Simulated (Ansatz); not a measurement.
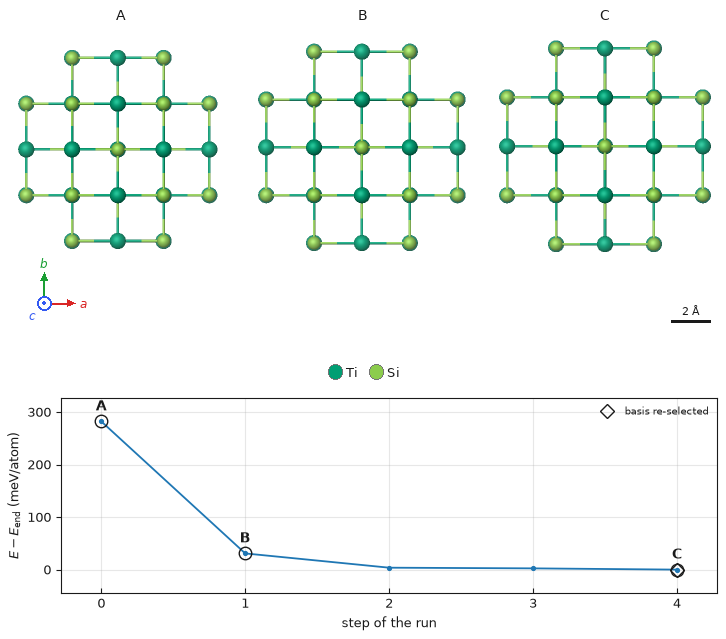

Frames of a relaxation of a crystal of TiSi (a generated structure, set up in Fm-3m) (coarse preliminary run), marked on the history of the run. A ball-and-stick model of the conventional cell (4 times the calculation's cell), seen along the c axis. Lengths and directions refer to the drawn axes.

Case: C → Si on all its sites, cell and atoms relaxed.

The calculation used Ansatz 0.2.0, DFT PBEsol, scalar-relativistic, plane waves, PAW. Set-up: plane-wave cutoff 420 eV; k-point mesh 8 × 8 × 8; occupations gaussian; smearing width 0.1 eV; no spin polarisation; cell and atoms relaxed; force threshold 0.05 eV/Å; at most 60 steps.

Describe the path.

The atoms keep their places relative to the cell (all moves are under 0.005 Å). The volume changes by +22.1 %, with a = b = c 4.709 → 5.033 Å (+6.9 %). Among the contacts that change: Si–Ti 2.354 → 2.517 Å. The space group stays Fm-3m (No. 225). After 3 accepted moves (4 points after the start) the energy has fallen by 282 meV per atom. All forces vanish by symmetry, so only the cell relaxes. Pressure: 36.39 GPa at the start and 0.21 GPa at the end. The SCF was repeated once at an unchanged geometry on a basis and grid sized afresh for the cell, which shifted the energy by 2.4 meV per atom at most. The run took 3.3 s on 1 thread of Intel(R) Xeon(R) Platinum 8488C (Sapphire Rapids) (shared host), peak memory 0.36 GiB. From step 0 to 1: volume +14.2 %, energy −251 meV per atom. From step 1 to 4: volume +6.9 %, energy −30.8 meV per atom.

```tsv
step	E − E(0), meV/atom	pressure, GPa	volume, Å³/atom	note
0	0.00	36.39	13.051	
1	-251.18	9.49	14.910	
2	-278.33	1.89	15.698	
3	-279.62	-0.10	15.939	
4	-282.01	0.21	15.939	same geometry, new basis
```
